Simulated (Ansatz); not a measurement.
System: MgO, space group Fm-3m (No. 225) (one of a set of cubic test structures, which need not be the stable phase).

Computed with Ansatz 0.2.0 development build: equation of state of a cubic crystal from periodic Kohn-Sham density functional theory without spin, third-order Birch-Murnaghan fit to the free energies; pressure corrected for the finite basis. Level: HSE06.

structure type rock salt; atoms in cell 2; space group number 225; lattice centring face-centred primitive; k mesh 4×4×4; occupation method Fermi–Dirac; occupation width 0.05 eV; wave cutoff 420 eV; datasets soft-1 PAW; density tolerance 1e−07 eV; bands 12; density cutoff ratio 4; search for lower states default; exchange singularity Wigner-Seitz.

Describe the result: the energy above the lowest point and pressure against volume. The volume takes the values 8.8280, 9.1159, 9.4038, 9.6917, 9.9795 Å³/atom.

A third-order Birch–Murnaghan fit gives V0 = 9.28 Å³/atom, B0 = 166 GPa and B′ = 4.1. The energy above the lowest point is 11.3 meV/atom at volume 8.8280 Å³/atom and 23.5 meV/atom at 9.9795 Å³/atom; the lowest computed point is at volume 9.4038 Å³/atom (0.0 meV/atom). The pressure falls from 9.1 GPa at volume 8.8280 Å³/atom to −10.5 GPa at 9.9795 Å³/atom, and changes sign near 9.28 Å³/atom.

```tsv
volume (Å³/atom)	energy above the lowest point (meV/atom)	pressure (GPa)
8.8280	11.3	9.1
9.1159	0.6	3.0
9.4038	0.0	-2.2
9.6917	8.0	-6.7
9.9795	23.5	-10.5
```

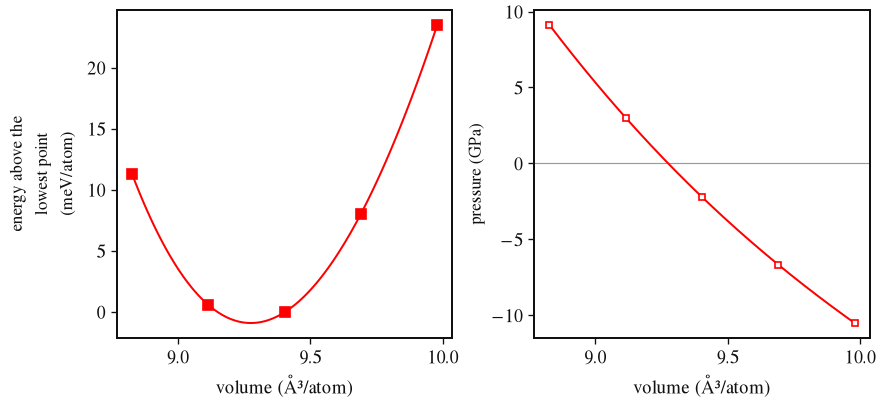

Note: modest k-mesh, values are not fully converged in k.
